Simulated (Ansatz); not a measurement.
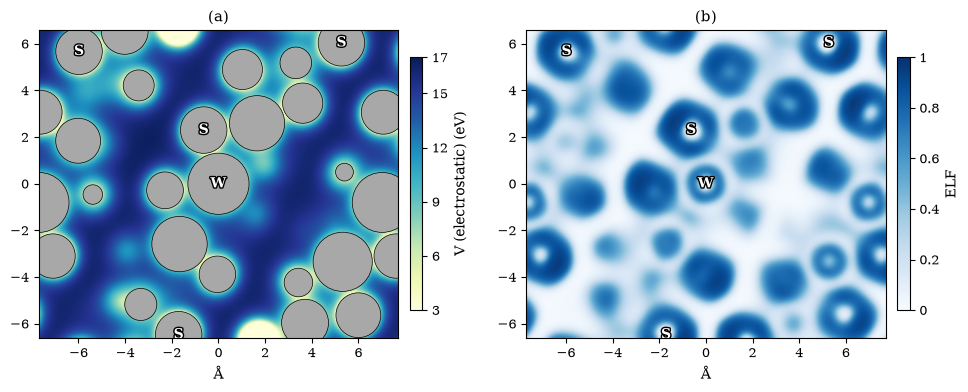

W14S27 (cell with a defect). (a) electrostatic potential (local pseudopotential plus Hartree) felt by an electron; (b) ELF on the (111) plane of the calculation cell. Grey discs cover the atomic cores in the potential map.

The calculation used DFT LDA, scalar-relativistic, plane waves, PAW (Ansatz).

In a PAW calculation such maps are meaningful between the atoms, not at the nuclei.

> Read the bonding off the picture.

- The plane passes through W and S nuclei.
- Atoms just off the plane (W, 0.3 Å away and S, 0.3 Å away) can leave unmarked features too.
- W–S (2.39 Å): the ELF peaks at about 0.85 in the valence shell of S, 0.8 Å from its nucleus, and is about 0.50 at the midpoint.
- W–S (2.39 Å): the ELF peaks at about 0.85 in the valence shell of S, 0.8 Å from its nucleus, and is about 0.50 at the midpoint.
- The features right at W lie inside the PAW spheres, where the map follows smoothed inner orbitals and isn't to be read closely.
- Outside the cores the potential energy rises away from the atoms and is highest about 2.3 Å from the nearest atoms; its zero is arbitrary.

> Metal or insulator at this level of theory?

It is gapped, with a Kohn–Sham gap of 0.61 eV on the k-point mesh (the band edges may lie off the mesh, which would make the gap smaller).
